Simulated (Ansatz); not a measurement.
## Ca: 6 runs along one coordinate

System: Ca (P6/mmm, 3 atoms in the cell).
Method: DFT, BLYP, plane waves (420 eV) with PAW, scalar-relativistic, no spin polarisation (Ansatz 0.2.0).

The 6 runs differ only in the geometry, by an even scaling of the cell at fixed fractional positions.

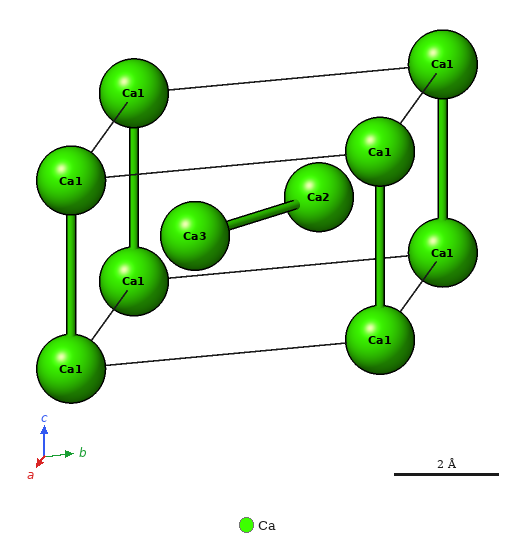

Figure 1. The structure of run 4 (ball-and-stick view of the cell of the calculation, seen slightly off an axis; atoms are numbered from 1 in the order of the input).

### Input of run 4
```yaml
crystal:
  lattice:
    - [6.2951492531, 0.0, 0.0]
    - [-3.1475746265, 5.4517591738, 0.0]
    - [0.0, 0.0, 3.7699766142]
  atoms:
    - { symbol: Ca, position: [0.0, 1.0, 1.0] }
    - { symbol: Ca, position: [0.3333333333, 0.6666666667, 0.5] }
    - { symbol: Ca, position: [0.6666666667, 0.3333333333, 0.5] }
hamiltonian:
  xc: blyp
  pseudopotentials:
    kind: paw
    azcp:
      Ca: "pseudopotentials/Ca.paw.azcp"
basis:
  ecutwfc: 420
  fft_grid_basis: typed
kpoints:
  mp_grid: { grid: [7, 7, 10], shift: [0, 0, 0] }
magnetization:
  spin_polarized: false
scf:
  occupations: { method: fermi_dirac, width: 0.1 }
  lower_state_search: "off"
output:
  stress: true
```

Command:
```bash
ansatz run input.yaml --threads 2 --pin off --max-ram 5120MiB --backend cpu --events-out ev --progress --plain --runs-dir out
```

Run 2 differs from it as follows:
```diff
-    - [6.2951492531, 0.0, 0.0]
-    - [-3.1475746265, 5.4517591738, 0.0]
-    - [0.0, 0.0, 3.7699766142]
+    - [6.1225918229, 0.0, 0.0]
+    - [-3.0612959115, 5.3023200557, 0.0]
+    - [0.0, 0.0, 3.6666371301]
```

### Results, with one run withheld

| run | volume per atom (Å³) | free energy per atom, from the lowest run given (meV) | pressure (GPa) |
| --- | --- | --- | --- |
| 1 | 37.953 | 35.83 | 2.42 |
| 2 | 39.678 | ? | ? |
| 3 | 41.403 | 3.54 | 0.67 |
| 4 | 43.128 | 0.00 | 0.00 |
| 5 | 46.578 | 11.77 | −1.03 |
| 6 | 48.303 | 25.08 | −1.43 |

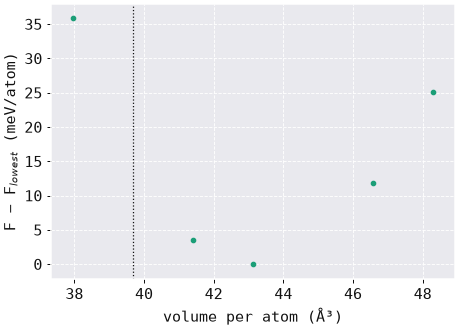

Figure 2. Free energy per atom of the runs given; the dotted line marks run 2.

Estimate the energy of run 2 from the others.

A cubic polynomial in V^(−2/3) (the Birch–Murnaghan form), fitted to the 5 runs given, misses them by at most 0.01 meV per atom. With x = V^(−2/3) − 0.08121 Å⁻², it reads F = 0.016202 − 136.24 x + 7.0312e+05 x² − 2.6e+06 x³ (meV per atom). At run 2 it gives 14.96 meV per atom, and the run itself gives 14.99. The slope of the fit gives a pressure −dF/dV of 1.47 GPa there, and the run prints 1.47 GPa. The fit has its minimum at 43.133 Å³ per atom, where V d²F/dV² gives 15.3 GPa. Cell shape and fractional positions are held, so this is the stiffness under even scaling; the relaxed bulk modulus wasn't computed.

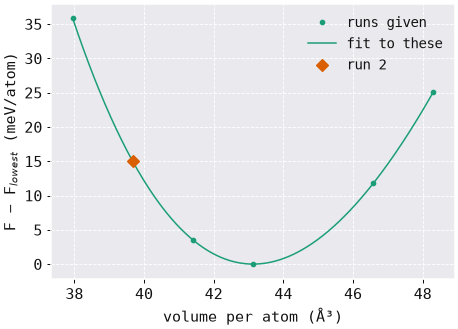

Figure 3. The fit and the withheld run.

### Output, shortened to warnings, some set-up lines, iterations and results (run 2)
```
Basis set: ecut = 420 eV, 2311 PW (Γ), exchange–correlation on 90×90×50 points (8 copies of the dense FFT grid, shifted against one another)
Symmetry: 24 space group operations
k-points: 48 of 490
Initial density: superposition of atomic densities (neutral atoms: chi_scale 0, normalization atom), corrected by the library's trained network
[...]
SCF iter   1: F=—  HF=-5467.748854 eV  |F-HF|=—  |Δ(HF+E_count)|=         —  Δρ=3.24e-3  dr2=9.13e-3  ethr=1.77e-3  ⟨swp⟩=8.7  Hψ=11374  notcnv=0
SCF iter   2: F=—  HF=-5467.749859 eV  |F-HF|=—  |Δ(HF+E_count)|=   1.01e-3  Δρ=1.85e-3  dr2=3.79e-3  ethr=3.04e-5  ⟨swp⟩=2.4  Hψ=2044  notcnv=0
SCF iter   3: F=—  HF=-5467.750603 eV  |F-HF|=—  |Δ(HF+E_count)|=   7.44e-4  Δρ=3.91e-4  dr2=2.86e-4  ethr=1.26e-5  ⟨swp⟩=3.0  Hψ=1931  notcnv=0
SCF iter   4: F=—  HF=-5467.750776 eV  |F-HF|=—  |Δ(HF+E_count)|=   1.73e-4  Δρ=8.75e-5  dr2=1.46e-5  ethr=9.52e-7  ⟨swp⟩=2.8  Hψ=1847  notcnv=0
SCF iter   5: F=—  HF=-5467.750789 eV  |F-HF|=—  |Δ(HF+E_count)|=   1.28e-5  Δρ=2.11e-5  dr2=6.33e-7  ethr=4.87e-8  ⟨swp⟩=2.9  Hψ=1839  notcnv=0
SCF iter   6: F=—  HF=-5467.750790 eV  |F-HF|=—  |Δ(HF+E_count)|=   6.70e-7  Δρ=8.53e-6  dr2=1.42e-7  ethr=3.33e-10  ⟨swp⟩=4.9  Hψ=3757  notcnv=0
SCF iter   7: F=-5467.750790 eV  HF=-5467.750790 eV  |F-HF|=5.85e-9  |Δ(HF+E_count)|=   1.23e-7  Δρ=1.88e-6  dr2=6.53e-9  ethr=3.33e-10  ⟨swp⟩=4.3  Hψ=3114  notcnv=0
SCF 1 converged in 7 iterations: F = -5467.750790 eV  dr2 = 6.53e-9
SCF converged after 7 iterations
Free energy (F): -5467.750790 eV
Harris-Foulkes:  -5467.750790 eV  (|F-HF|=5.85e-9)
Internal energy: -5467.587829 eV  (E = F + TS)
E sigma→0 (E₀):  -5467.669309 eV
Entropy (-TS):   -0.162961 eV (-54.320 meV/atom)
Fermi energy:    5.850241 eV
--- Per-component energies (eV) ---
  E_band       = -498.885066
  E_kinetic    = 829.416838
  E_local      = -2501.133529  (includes V_loc(G=0)·N_el)
  E_nonlocal   = 194.107992
  E_hartree    = 837.493368
  E_xc         = -403.488923
  E_vxc        = -502.138452  (∫ρ·V_xc dr)
  E_paw        = -2597.768605  (= ΣΔE_a)
  E_vpaw       = -194.124713  (= ΣTr[D̂ρ^β])
  E_aug_tail   = -0.000017  (compensation charges beyond the density's cutoff)
  E_ewald      = -1826.268258
  E_core_change = 0.053305  (= ΣΔE_core)
  E_smearing   = -0.162961  (= −TS)
  E_closure    = 0.000000  (closes the sum)
  Σ components = -5467.750790   (vs F -5467.750790, Δ=0.00e0)
--- Stress (GPa, compression-positive) ---
        1.519658       0.000000       0.000000
       -0.000000       1.519658       0.000000
        0.000000       0.000000       1.383770
  P = ⅓ Tr σ = 1.4744 GPa (14.744 kbar)
```
